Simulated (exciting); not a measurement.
## Energy of Mg along an even scaling of the cell

System: Mg (1 atom in the cell).
Method: Kohn-Sham DFT of a periodic cell, OLYP, all-electron LAPW+lo, shipped species files, no spin polarisation (exciting sodium).

The 7 runs differ only in the geometry, by an even scaling of the cell at fixed fractional positions. The structure derives from a Materials Project entry.

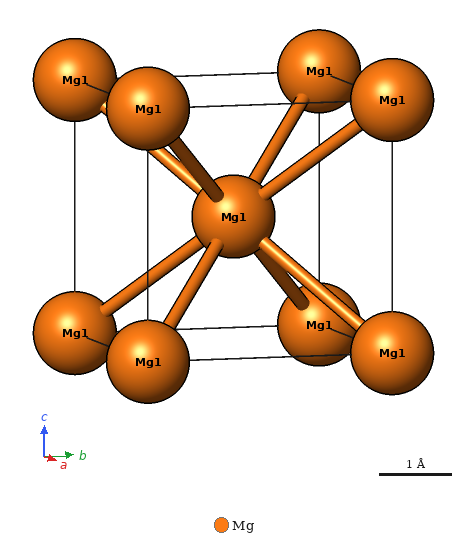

Figure 1. The structure of run 4 (ball-and-stick view of the cell 2 times as large as that of the calculation, set on its symmetry axes, seen slightly off an axis; atoms are numbered from 1 in the order of the input).

## Input of run 4
```
<input>
  <title>Mg</title>
  <structure speciespath="./" tshift="false" cartesian="true">
    <crystal scale="1.88972612463">
      <basevect>-1.772764496700 1.772764496700 1.772764496700</basevect>
      <basevect>1.772764496700 -1.772764496700 1.772764496700</basevect>
      <basevect>1.772764496700 1.772764496700 -1.772764496700</basevect>
    </crystal>
    <species speciesfile="Mg.xml" rmt="2">
      <atom coord="0.000000000000 0.000000000000 0.000000000000"/>
    </species>
  </structure>
  <groundstate do="fromscratch" ngridk="11 11 11" rgkmax="7.5" gmaxvr="14" lmaxapw="10" lmaxmat="10" lmaxvr="8" stype="Gaussian" swidth="0.00099958" nempty="8" ValenceRelativity="iora*" epsengy="1e-05" epspot="1e-05" maxscl="60" outputlevel="normal">
    <libxc exchange="XC_GGA_X_OPTX" correlation="XC_GGA_C_LYP"/>
  </groundstate>
</input>
```

Command:
```bash
OMP_NUM_THREADS=1 exciting_smp
```

Lattice vectors (Å) and fractional positions of run 4:
```
  -1.772764    1.772764    1.772764
   1.772764   -1.772764    1.772764
   1.772764    1.772764   -1.772764
Mg  0.000000  0.000000  0.000000
```

Run 6 has the same physical settings and fractional positions; its lattice vectors (Å) are:
```
  -1.796093    1.796093    1.796093
   1.796093   -1.796093    1.796093
   1.796093    1.796093   -1.796093
```

## Results, with one run withheld

```tsv
run	volume per atom (Å³)	free energy per atom, from the lowest run given (meV)
1	20.948	28.89
2	21.394	17.82
3	21.839	9.61
4	22.285	3.82
5	22.731	0.53
6	23.176	?
7	23.622	0.00
```

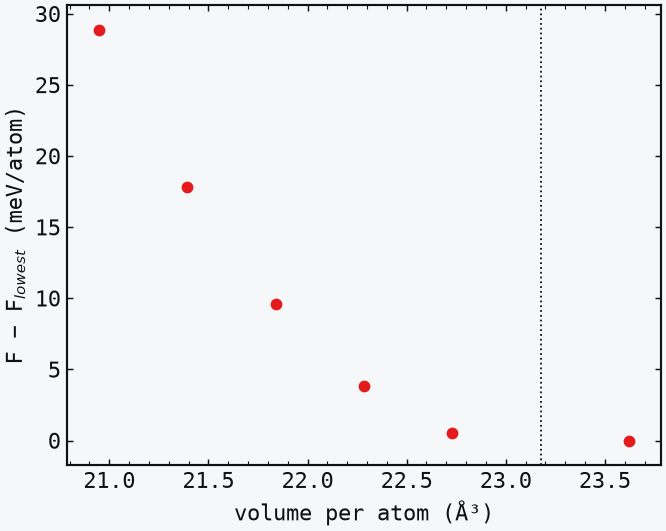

Figure 2. Free energy per atom of the runs given; the dotted line marks run 6.

Estimate the energy of run 6 from the others.

A cubic polynomial in V^(−2/3) (the Birch–Murnaghan form), fitted to the 6 runs given, misses them by at most 0.05 meV per atom. With x = V^(−2/3) − 0.12695 Å⁻², it reads F = 5.8424 + 3190.5 x + 3.8431e+05 x² − 6.0745e+05 x³ (meV per atom). At run 6 it gives −0.72 meV per atom, and the run itself gives −0.80. The fit has its minimum at 23.227 Å³ per atom, where V d²F/dV² gives 36.2 GPa: the bulk modulus at this level, since symmetry fixes the shape and the positions.

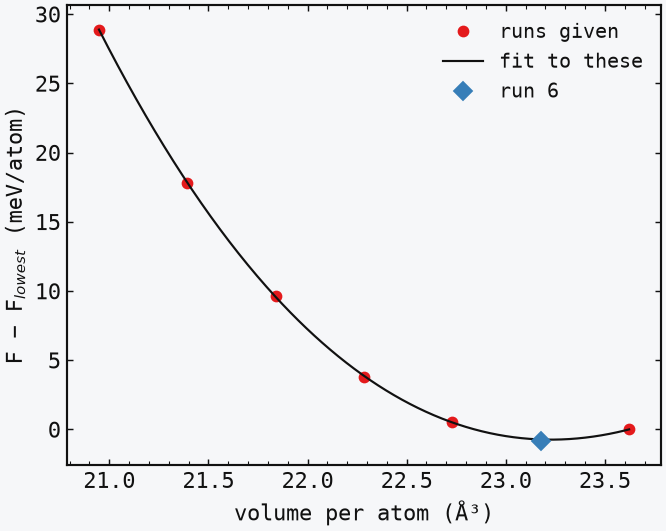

Figure 3. The fit and the withheld run.

## Some lines of the output (run 6)
```
[...]
 DOS at Fermi energy (states/Ha/cell)       :        16.21526360
 Absolute change in total energy   (target) :  0.374019E-04  ( 0.100000E-04)
 Total energy                               :      -200.44227444
 Fermi energy                               :         0.13873563
 DOS at Fermi energy (states/Ha/cell)       :        16.21526830
 Absolute change in total energy   (target) :  0.118048E-04  ( 0.100000E-04)
 Total energy                               :      -200.44227079
 DOS at Fermi energy (states/Ha/cell)       :        16.21524324
 Absolute change in total energy   (target) :  0.364577E-05  ( 0.100000E-04)
 Total energy                               :      -200.44227163
 DOS at Fermi energy (states/Ha/cell)       :        16.21534666
 Absolute change in total energy   (target) :  0.832835E-06  ( 0.100000E-04)
 Total energy                               :      -200.44227150
 DOS at Fermi energy (states/Ha/cell)       :        16.21533058
```
